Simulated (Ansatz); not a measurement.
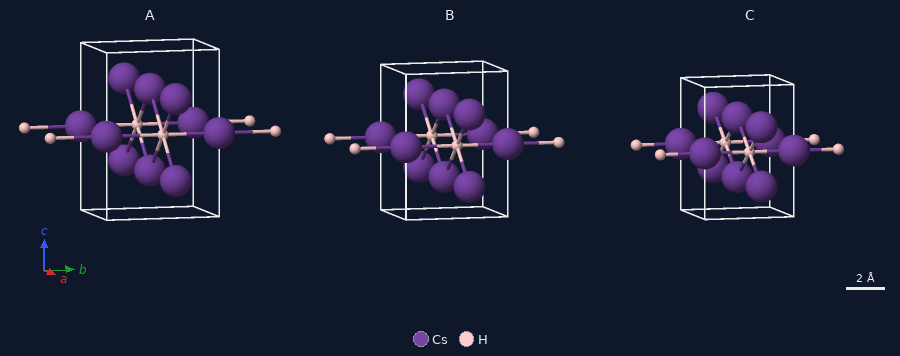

3 geometries from one relaxation of solid Cs3H (a generated structure, set up in Pmmm) (coarse preliminary run), in shuffled order. A ball-and-stick model of the cell of the calculation, seen slightly off an axis.

Method: DFT PBE, scalar-relativistic, plane waves, PAW (Ansatz 0.2.0). Set-up: plane-wave cutoff 420 eV; k-point mesh 4 × 4 × 4; occupations gaussian; smearing width 0.1 eV; no spin polarisation; cell and atoms relaxed; force threshold 0.04 eV/Å; at most 70 steps.

Order the frames from highest to lowest energy.

C, B, A. They are steps 0, 3, 8, at +418 meV per atom, +86.3 meV per atom relative to the last. After 7 accepted moves (8 points after the start) the energy has fallen by 418 meV per atom. Largest force component: 1.5 eV/Å at the start, 0.013 eV/Å at the end. The pressure goes from 5.36 to 0.17 GPa. The SCF was repeated once at an unchanged geometry on a basis and grid sized afresh for the cell, which shifted the energy by 16.2 meV per atom at most. The largest moves relative to the cell, 0.18 Å, are those of Cs atoms. H stays in place. Cell: a 4.770 → 5.103 Å (+7.0 %), b 4.943 → 6.254 Å (+26.5 %), c 7.114 → 9.003 Å (+26.6 %). Volume +71.3 %. Among the contacts that change: Cs–Cs 3.201 → 4.406 Å, Cs–H 2.472 → 3.127 Å, Cs–H 2.872 → 3.371 Å. Bond angles that change, for instance: H–Cs–H 112.3° → 98.4°, Cs–H–Cs 112.3° → 98.4°, Cs–H–Cs 67.7° → 81.6°. The space group stays Pmmm (No. 47). Cost: 35 s on 1 thread of Intel(R) Xeon(R) 6975P-C (Granite Rapids), with other jobs on the host, peak memory 0.57 GiB.
